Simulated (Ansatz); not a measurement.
**Run report: PbSe, single-point calculation**

System: PbSe (slab, 8 atoms in the cell).
Method: DFT PBEsol, scalar-relativistic, plane waves, PAW, no spin polarisation (Ansatz 0.2.0).

It belongs to a series of runs on one base structure; here: (1 0 0) slab cut from the bulk. Figures and captions count atoms from 1; the log counts them from 0 in places.

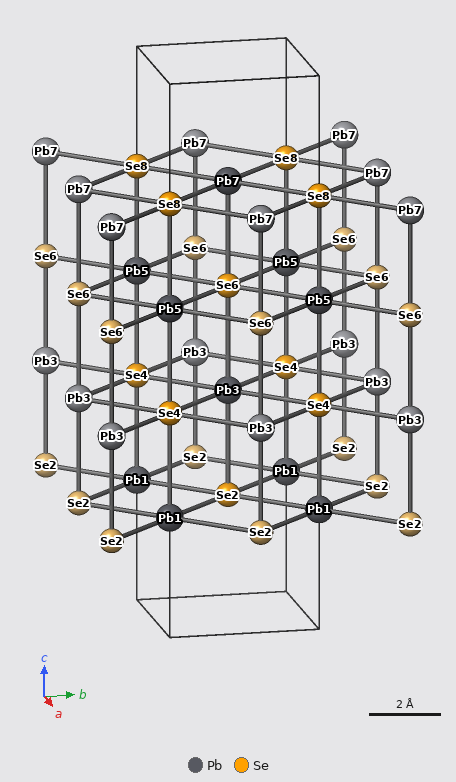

**Figure 1.** The input geometry (ball-and-stick view of the cell of the calculation, with the vacuum cut short, seen slightly off an axis; neighbours outside the cell are drawn fainter; atoms are numbered from 1 in the order of the input).

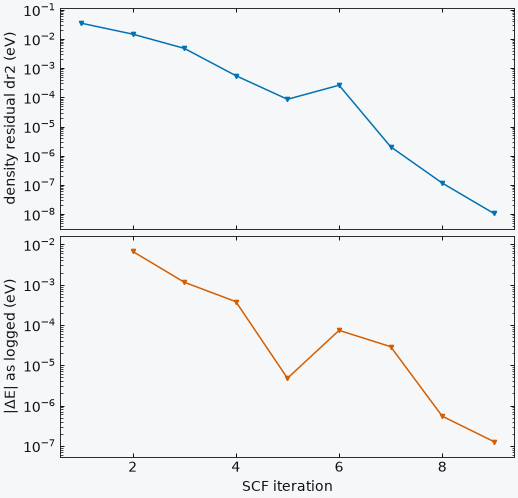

**Figure 2.** Convergence of the self-consistent field: density residual dr2 and size of the energy change against the SCF iteration. The residual comes down, with one marked jump up, by a factor of about 3, at step 6.

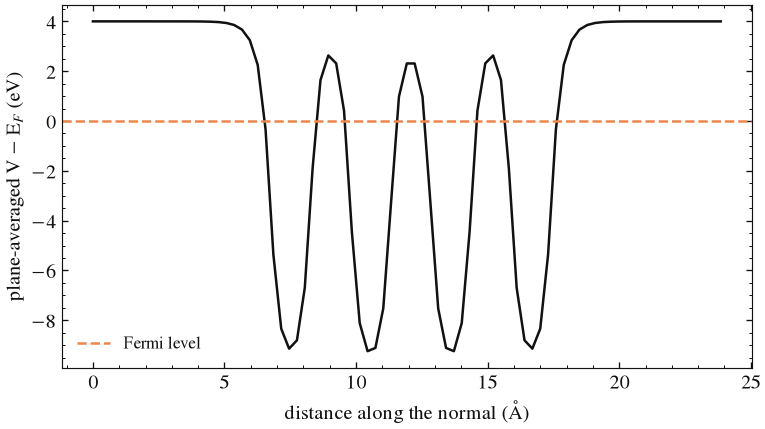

**Figure 3.** Plane average of the electrostatic potential energy of an electron across the cell, from the Fermi level. The vacuum level lies 4.00 eV above the Fermi level.

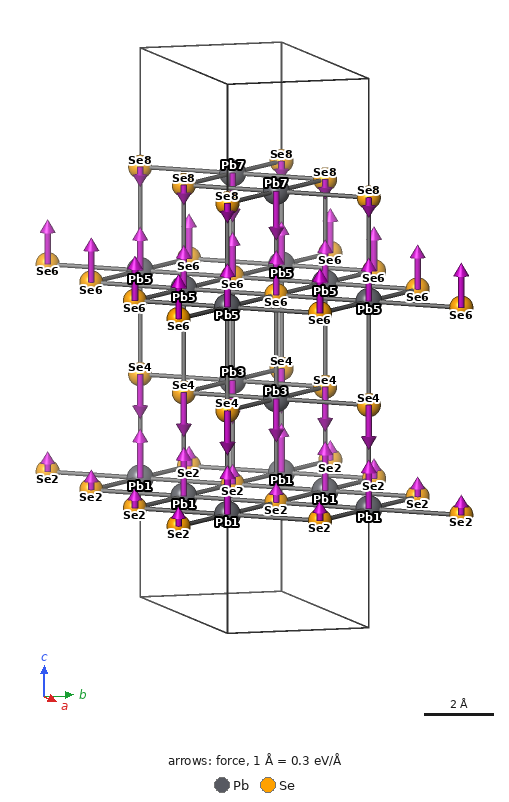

**Figure 4.** Forces on the atoms as pink arrows (ball-and-stick view of the 2 × 1 repeat of the cell, with the vacuum cut short, seen slightly off an axis; bonded neighbours outside the cell are drawn too; atoms are numbered from 1 in the order of the input). The largest act on Pb1, Pb7 (0.44 eV/Å); Se4, Se6 (0.40 eV/Å); Pb3, Pb5 (0.39 eV/Å); Se2, Se8 (0.18 eV/Å). The geometry is not a stationary point of this energy.

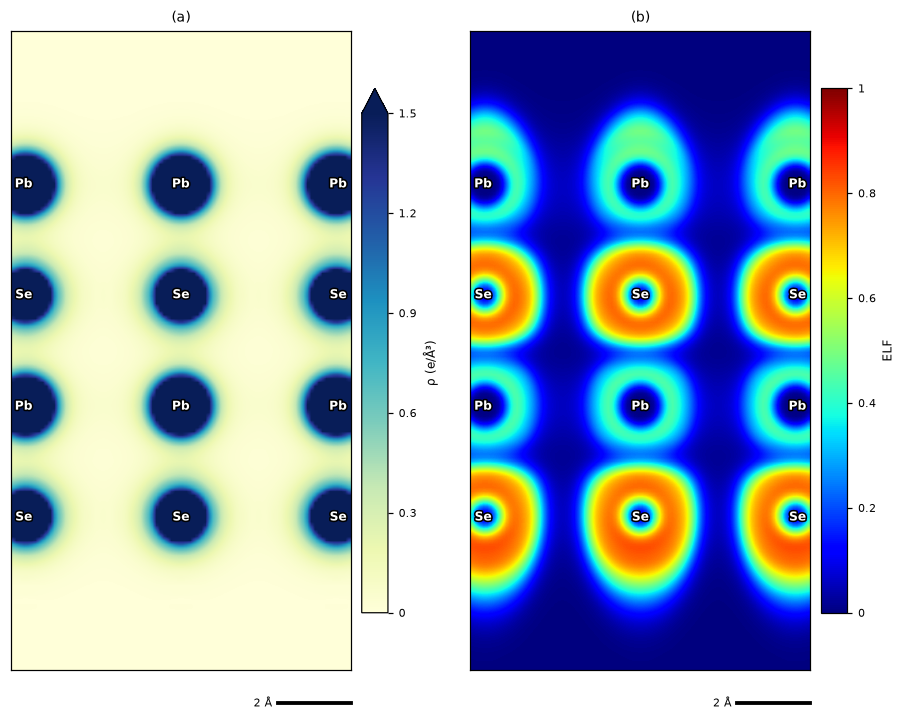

**Figure 5.** (a) valence pseudo-density; (b) electron localisation function on the (010) plane of the calculation cell, a cut from vacuum to vacuum. The plane passes through Se and Pb nuclei. Pb–Se (3.05 Å): ρ is about 0.21 e/Å³ halfway; the ELF peaks at about 0.80 in the valence shell of Se, 0.8 Å from its nucleus, and drops to about 0.25 between the two atoms. The density dies away to nearly zero in the vacuum. The fields are those of the smooth PAW valence density.

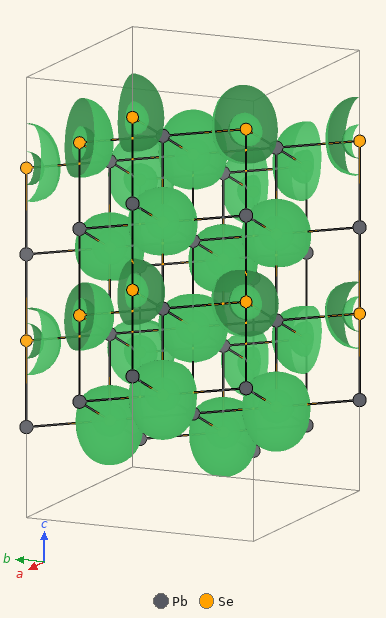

**Figure 6.** Isosurface of the electron localisation function at 0.7 (green), seen at an oblique angle. Core shells and regions of very low density are left out. Sticks mark near contacts. Counts are for one cell; the picture repeats the cell along the surface. Along the contacts the grid gives the following. Pb–Se (3.05 Å): the ELF peaks at about 0.80 in the valence shell of Se, 0.8 Å from its nucleus, and drops to about 0.25 between the two atoms.

The input that produced these results follows, with the program's output.

Input
```yaml
crystal:
  lattice:
    - [4.3155822494, 0.0, 0.0]
    - [0.0, 4.3155822494, 0.0]
    - [0.0, 0.0, 24.1547324201]
  atoms:
    - { symbol: Pb, position: [0.0, 0.0, 0.3104981612] }
    - { symbol: Se, position: [0.5, 0.5, 0.3104981612] }
    - { symbol: Pb, position: [0.5, 0.5, 0.4368327204] }
    - { symbol: Se, position: [0.0, 0.0, 0.4368327204] }
    - { symbol: Pb, position: [0.0, 0.0, 0.5631672796] }
    - { symbol: Se, position: [0.5, 0.5, 0.5631672796] }
    - { symbol: Pb, position: [0.5, 0.5, 0.6895018388] }
    - { symbol: Se, position: [0.0, 0.0, 0.6895018388] }
basis:
  ecutwfc: 420
kpoints:
  mp_grid: { grid: [8, 8, 1] }
hamiltonian:
  xc: pbesol
scf:
  occupations: { method: gaussian, width: 0.05 }
output:
  forces: true
  stress: true
  eigenvalues: true
  write_density: true
  write_potential: true
  elf: true
  volumetric_format: npy
efield:
  axis: 3
  dipole_correction: true
  ramp_width: 0.04
```

Run as:
```bash
ansatz run input.yaml --threads 2 --pin off --max-ram 4096MiB --backend cpu --events-out ev --progress --plain --runs-dir out
```

Log
```
Engine: ansatz 0.2.0, x86_64-unknown-linux-gnu
Pseudopotentials: kind: paw
Pseudopotential: Pb, paw, valence charge 14, recommended cutoff 420 eV (normal), Pb.paw.azcp
Pseudopotential: Se, paw, valence charge 16, recommended cutoff 420 eV (normal), Se.paw.azcp
Functional definition: PBEsol
  exchange = pbesol_x
  correlation = pbesol_c
Crystal: 8 atoms, lattice volume = 449.864 Å³
Basis set: ecut = 420 eV, 8729 PW (Γ), exchange–correlation on 60×60×324 points (8 copies of the dense FFT grid, shifted against one another)
Bands: 72, of which v1, the nominal top of the filled ones, is band 60 counted from 1 (59 counted from 0)
Symmetry: 8 space group operations
k-points: 15 of 64
Non-local potential: Pb, projectors of the file, l = 0: 2, l = 1: 2, l = 2: 2, l = 3: 2
Non-local potential: Se, projectors of the file, l = 0: 2, l = 1: 2, l = 2: 3, l = 3: 1
PAW form: soft (Blöchl's): semilocal exchange-correlation on the pseudo side does not see the compensation charge
PAW frozen core: Pb, regenerated for the run's functional, and the local potential with it (the file was generated under x = pbe(κ = 0.804, μ = 0.2195149727645171), c = pbe(β = 0.06672455060314922))
PAW frozen core: Se, regenerated for the run's functional, and the local potential with it (the file was generated under x = pbe(κ = 0.804, μ = 0.2195149727645171), c = pbe(β = 0.06672455060314922))
PAW one-centre angular grid: Pb, 590 points (default); XC on 64 Gauss nodes
PAW one-centre angular grid: Se, 590 points (default); XC on 64 Gauss nodes
Initial density: superposition of atomic densities (neutral atoms: chi_scale 0, normalization atom), corrected by the library's trained network
Initial wavefunctions: pseudopotential atomic-orbital guess
Functional: x = pbesol(κ = 0.804, μ = 0.12345679012345678), c = pbesol(β = 0.046)
SCF iter   1: F=—  HF=-68720.152064 eV  |F-HF|=—  |Δ(HF+E_count)|=         —  Δρ=1.66e-3  dr2=3.47e-2  ethr=1.77e-3  p=0.000 e·Å  D=1.12e-13 V/Å  ΔV_dip=-0.00 eV  dr2_dipole=2.88e-8  V_vac-E_F(+/−)=4.15/4.15 eV  ⟨swp⟩=8.1  Hψ=4686  notcnv=0  defer=5
efield: sawtooth ramp at fractional position 0.9800 (placed from the atoms, in the widest stretch of the axis that holds none; the zero of the levels goes with the place), width 0.0400; the density the first Hamiltonian is built on has a dipole p = 0.000 e·Å; the dipole correction subtracts the counter field D = 1.12e-13 V/Å, which shifts the + side's vacuum level by -0.00 eV against the − side's; the planar-averaged density in the ramp window peaks in size at 8.2e-6 e/Å³
preconditioner: auto → Resta (q_TF=auto, 2.189 Å⁻¹)  ε∞=2.2  [insulator: Δε(μ)=0.909 eV  Ē_g=14.243 eV  σ=0.050 eV  W_gap=1.00  n_scr=88 (ndim 8)  ℏωp=15.7 eV  f_vac=0.472  D(μ)=0.00/eV (n_scr^D=0)  ε∞_Penn≈2.2  vacuum switching on, ρ_ref=1.5e-2 e/Å³]
SCF iter   2: F=—  HF=-68720.145347 eV  |F-HF|=—  |Δ(HF+E_count)|=   6.72e-3  Δρ=8.15e-4  dr2=1.46e-2  ethr=2.89e-5  p=-0.000 e·Å  D=-3.64e-5 V/Å  ΔV_dip=0.00 eV  dr2_dipole=2.59e-7  V_vac-E_F(+/−)=4.14/4.13 eV  ⟨swp⟩=2.5  Hψ=1864  notcnv=0  defer=91
SCF iter   3: F=—  HF=-68720.144196 eV  |F-HF|=—  |Δ(HF+E_count)|=   1.15e-3  Δρ=4.76e-4  dr2=4.76e-3  ethr=1.22e-5  p=0.000 e·Å  D=4.99e-5 V/Å  ΔV_dip=-0.00 eV  dr2_dipole=7.16e-7  V_vac-E_F(+/−)=4.04/4.04 eV  ⟨swp⟩=2.0  Hψ=1201  notcnv=0  defer=91
SCF iter   4: F=—  HF=-68720.143817 eV  |F-HF|=—  |Δ(HF+E_count)|=   3.79e-4  Δρ=2.15e-4  dr2=5.52e-4  ethr=3.97e-6  p=-0.000 e·Å  D=-7.69e-5 V/Å  ΔV_dip=0.00 eV  dr2_dipole=1.52e-6  V_vac-E_F(+/−)=4.03/4.03 eV  ⟨swp⟩=1.9  Hψ=1099  notcnv=0  defer=91
SCF iter   5: F=—  HF=-68720.143822 eV  |F-HF|=—  |Δ(HF+E_count)|=   4.75e-6  Δρ=7.27e-5  dr2=8.58e-5  ethr=4.60e-7  p=0.001 e·Å  D=3.67e-4 V/Å  ΔV_dip=-0.01 eV  dr2_dipole=3.50e-5  V_vac-E_F(+/−)=4.01/4.02 eV  ⟨swp⟩=2.0  Hψ=1168  notcnv=0  defer=91
SCF iter   6: F=—  HF=-68720.143895 eV  |F-HF|=—  |Δ(HF+E_count)|=   7.34e-5  Δρ=5.74e-5  dr2=2.60e-4  ethr=7.15e-8  p=-0.002 e·Å  D=-8.98e-4 V/Å  ΔV_dip=0.02 eV  dr2_dipole=2.11e-4  V_vac-E_F(+/−)=4.02/3.99 eV  ⟨swp⟩=2.0  Hψ=1253  notcnv=0  defer=93
SCF iter   7: F=—  HF=-68720.143866 eV  |F-HF|=—  |Δ(HF+E_count)|=   2.89e-5  Δρ=1.19e-5  dr2=2.03e-6  ethr=7.15e-8  p=-0.000 e·Å  D=-6.26e-5 V/Å  ΔV_dip=0.00 eV  dr2_dipole=1.07e-6  V_vac-E_F(+/−)=4.00/4.00 eV  ⟨swp⟩=1.9  Hψ=1119  notcnv=0  defer=93
SCF iter   8: F=—  HF=-68720.143867 eV  |F-HF|=—  |Δ(HF+E_count)|=   5.43e-7  Δρ=4.71e-6  dr2=1.16e-7  ethr=1.69e-9  p=-0.000 e·Å  D=-4.52e-6 V/Å  ΔV_dip=0.00 eV  dr2_dipole=2.32e-9  V_vac-E_F(+/−)=4.00/4.00 eV  ⟨swp⟩=2.0  Hψ=1748  notcnv=0  defer=93
SCF iter   9: F=-68720.143867 eV  HF=-68720.143867 eV  |F-HF|=4.70e-9  |Δ(HF+E_count)|=   1.27e-7  Δρ=1.38e-6  dr2=1.06e-8  ethr=8.33e-11  p=-0.000 e·Å  D=-1.04e-7 V/Å  ΔV_dip=0.00 eV  dr2_dipole=1.47e-11  V_vac-E_F(+/−)=4.00/4.00 eV  ⟨swp⟩=16.5  Hψ=8488  notcnv=0
SCF 1 converged in 9 iterations: F = -68720.143867 eV  dr2 = 1.06e-8
  greatest PAW one-centre occupation: 1.000 electrons in one spin orbital (limit 2), on the Se atom at site 5 (counted from 0), in its partial waves of l = 2
WARN: The output density's exchange-correlation potential varies sharply where the density is thin. Do not read a vacuum level from v_tot or v_xc, or from such a field of the output density. On a cell that repeats whose density bears no net charge and no dipole along the vacuum's axis use v_es (v_loc + v_h of the components); under efield.dipole_correction with no amplitude use v_es + v_field, which holds any external_charges[].barrier, or the levels of the report's work_function block, which leave it out; under a non-zero efield.amplitude the vacuum is tilted and has no level; on a cell that repeats and bears such a dipole with no correction it is tilted too, and efield.dipole_correction with no amplitude gives each side of its ramp a level where efield: is served; in a cell that repeats whose density bears a net charge (total_charge, or a fill off its count) it is curved and has none; of a slab under crystal.periodic whose density bears no net charge use v_es, which has a level on each side, short of where the two are joined; of another it falls or rises all the way out and has none; of a slab beside external_charges read slab_vacuum_level instead, which it has where they leave it neutral. The grid or the basis barely resolves most such structure, and the values can differ between equally converged runs; as a rule a tighter scf.convergence.dr2_threshold does not remove it. Where the density itself ripples (under the LDA too) a higher basis.ecutwfc lessens it. The files hold the spikes' plane waves up to the density's cutoff. Files: v_tot_of_output_density and the like, and their columns of v_z.tsv (output.write_potential); v_xc_of_output_density and the like, and their columns of v_comp_z.tsv (output.write_potential_components). Measured: with its Gaussian average of σ = 0.25 Å subtracted twice, the exchange-correlation potential is over 0.1 eV at 112 of the grid points where the equally averaged density (valence and model cores) is under 1e-3 e/Å³, and 0.329 eV at the most among them, at an averaged density of 1.5e-8 e/Å³. See output.write_potential in the manual, Limitations
SCF converged after 9 iterations
Free energy (F): -68720.143867 eV
Harris-Foulkes:  -68720.143867 eV  (|F-HF|=4.70e-9)
Internal energy: -68720.143867 eV  (E = F + TS)
E sigma→0 (E₀):  -68720.143867 eV
Fermi energy:    2.640253 eV
Dipole field:    D = 0.000003 V/Å  (p = 0.000008 e·Å, saw-weighted, corrected)
Work function:   Φ+ = 4.0033 eV   Φ− = 4.0034 eV
Levels:          The Fermi level and band energies are counted from a zero that moves with the ramp; work functions are not
--- Per-component energies (eV) ---
  E_band       = -2482.126024
  E_kinetic    = 1621.650200
  E_local      = -86565.969682  (includes V_loc(G=0)·N_el)
  E_nonlocal   = -962.881856
  E_hartree    = 42402.214460
  E_xc         = -1289.536360
  E_vxc        = -922.732511  (∫ρ·V_xc dr)
  E_paw        = -48486.079995  (= ΣΔE_a)
  E_vpaw       = -456.624760  (= ΣTr[D̂ρ^β])
  E_aug_tail   = -0.002163  (compensation charges beyond the density's cutoff)
  E_efield     = 0.000000  (sawtooth field / dipole correction)
  E_vefield    = 0.000000  (∫n·V_field dr)
  E_ewald      = 24556.179260
  E_core_change = 4.282268  (= ΣΔE_core)
  E_smearing   = -0.000000  (= −TS)
  E_closure    = -0.000000  (closes the sum)
  Σ components = -68720.143867   (vs F -68720.143867, Δ=0.00e0)
--- Forces (eV/Å), atoms counted from 1 ---
  atom   1  Pb     0.00000000     0.00000000     0.43702190
  atom   2  Se    -0.00000000     0.00000000     0.18061444
  atom   3  Pb     0.00000000     0.00000000    -0.38801621
  atom   4  Se    -0.00000000     0.00000000    -0.39857884
  atom   5  Pb     0.00000000     0.00000000     0.38803319
  atom   6  Se    -0.00000000     0.00000000     0.39856728
  atom   7  Pb    -0.00000000     0.00000000    -0.43702338
  atom   8  Se     0.00000000     0.00000000    -0.18060879
  max |Σ_I F_I| component: 9.58e-6 eV/Å
--- Stress (GPa, compression-positive) ---
       -0.467031       0.000000       0.000000
        0.000000      -0.467031       0.000000
        0.000000       0.000000      -1.158973
  P = ⅓ Tr σ = -0.6977 GPa (-6.977 kbar)
--- Band table (eV; the first three rows and the last of 15) ---
  k-point 0: bands = ["-44.9210", "-44.9210", "-44.9148", "-44.9148", "-44.9147", "-44.9147", "-44.9057", "-44.9056", "-44.9032", "-44.9032", "-44.5514", "-44.5513", "-44.5489", "-44.5488", "-44.5266", "-44.5266", "-44.5266", "-44.5266", "-44.5211", "-44.5211", "-14.5123", "-14.5070", "-14.4184", "-14.4184", "-14.4183", "-14.4183", "-14.3884", "-14.3884", "-14.3665", "-14.3665", "-14.3562", "-14.2954", "-14.2902", "-14.2856", "-14.2756", "-14.2655", "-14.2608", "-14.2608", "-14.2369", "-14.2369", "-11.0769", "-10.6108", "-10.0592", "-9.7823", "-4.9880", "-4.9321", "-4.5048", "-4.0242", "-1.9521", "-0.6794", "-0.6794", "-0.3412", "-0.2337", "-0.2337", "0.2563", "0.2563", "0.5060", "0.5060", "1.0754", "1.3468", "4.0550", "4.9353", "5.7368", "6.2063", "6.3615", "6.7557", "6.9885", "7.1343", "7.1343", "7.2332", "7.2332", "7.5199"]
  k-point 1: bands = ["-44.9210", "-44.9210", "-44.9148", "-44.9148", "-44.9147", "-44.9147", "-44.9057", "-44.9056", "-44.9032", "-44.9032", "-44.5514", "-44.5513", "-44.5489", "-44.5488", "-44.5267", "-44.5266", "-44.5266", "-44.5266", "-44.5211", "-44.5211", "-14.5066", "-14.5019", "-14.4200", "-14.4200", "-14.4182", "-14.4182", "-14.3845", "-14.3845", "-14.3702", "-14.3702", "-14.3497", "-14.2911", "-14.2892", "-14.2810", "-14.2794", "-14.2714", "-14.2616", "-14.2579", "-14.2397", "-14.2372", "-11.0005", "-10.5456", "-10.0094", "-9.7601", "-5.2144", "-5.1616", "-4.7529", "-4.2898", "-1.8632", "-0.5477", "-0.5284", "-0.1794", "-0.1062", "-0.0223", "0.3769", "0.4819", "0.6135", "0.7541", "1.0029", "1.4314", "3.9112", "4.9421", "5.4378", "6.2126", "6.3260", "6.4901", "6.5103", "6.5240", "6.5528", "6.6743", "7.0483", "7.0774"]
  k-point 2: bands = ["-44.9210", "-44.9210", "-44.9148", "-44.9148", "-44.9147", "-44.9147", "-44.9056", "-44.9056", "-44.9032", "-44.9032", "-44.5514", "-44.5513", "-44.5488", "-44.5488", "-44.5267", "-44.5266", "-44.5266", "-44.5266", "-44.5211", "-44.5211", "-14.4932", "-14.4901", "-14.4240", "-14.4239", "-14.4180", "-14.4179", "-14.3791", "-14.3790", "-14.3747", "-14.3746", "-14.3341", "-14.2901", "-14.2880", "-14.2824", "-14.2803", "-14.2690", "-14.2623", "-14.2539", "-14.2461", "-14.2384", "-10.7836", "-10.3702", "-9.8839", "-9.7218", "-5.6807", "-5.6707", "-5.3179", "-4.8931", "-1.5819", "-0.2053", "-0.1718", "0.2517", "0.3326", "0.4750", "0.5779", "0.7065", "0.8904", "1.1944", "1.3020", "1.6575", "3.5753", "4.5658", "4.8836", "4.9337", "5.3999", "5.4055", "5.5680", "5.6963", "5.8447", "5.9646", "6.3393", "6.8021"]
  k-point 14: bands = ["-44.9210", "-44.9209", "-44.9148", "-44.9148", "-44.9147", "-44.9147", "-44.9057", "-44.9057", "-44.9031", "-44.9031", "-44.5514", "-44.5514", "-44.5487", "-44.5487", "-44.5267", "-44.5267", "-44.5266", "-44.5266", "-44.5211", "-44.5210", "-14.4742", "-14.4742", "-14.4672", "-14.4672", "-14.4284", "-14.4284", "-14.4282", "-14.4282", "-14.3770", "-14.3770", "-14.3327", "-14.3327", "-14.2747", "-14.2747", "-14.2628", "-14.2628", "-14.2412", "-14.2412", "-14.2335", "-14.2334", "-9.7644", "-9.7643", "-9.3154", "-9.3154", "-5.4222", "-5.4222", "-5.0771", "-5.0771", "-2.4502", "-2.4502", "-1.9513", "-1.9513", "-1.3641", "-1.3641", "-0.9620", "-0.9620", "-0.2019", "-0.2019", "1.2339", "1.2339", "4.5717", "4.5717", "6.3914", "6.3914", "6.6449", "6.6449", "7.1266", "7.1266", "7.7214", "7.7214", "8.1724", "8.1724"]
```

Key numbers

| quantity | value |
| --- | --- |
| outcome | converged |
| electrons treated | 120 |
| free energy | −68720.1439 eV |
| work function, top face | 4.00 eV |
| work function, bottom face | 4.00 eV |
| Fermi energy | 2.640 eV |
| gap on the k-point mesh | 0.91 eV |
| work function (upper face) | 4.00 eV |
| largest force (length of the vector) | 0.437 eV/Å |
| hardware | 2 threads of Intel Xeon (Sapphire Rapids), 64 GiB of memory available, shared host |
| wall time | 24 s (CPU time 45 s) |
| peak memory | 0.88 GiB |

The program warns: the exchange-correlation potential is rough where the density is thin. Spin–orbit coupling is left out, which matters for Pb.
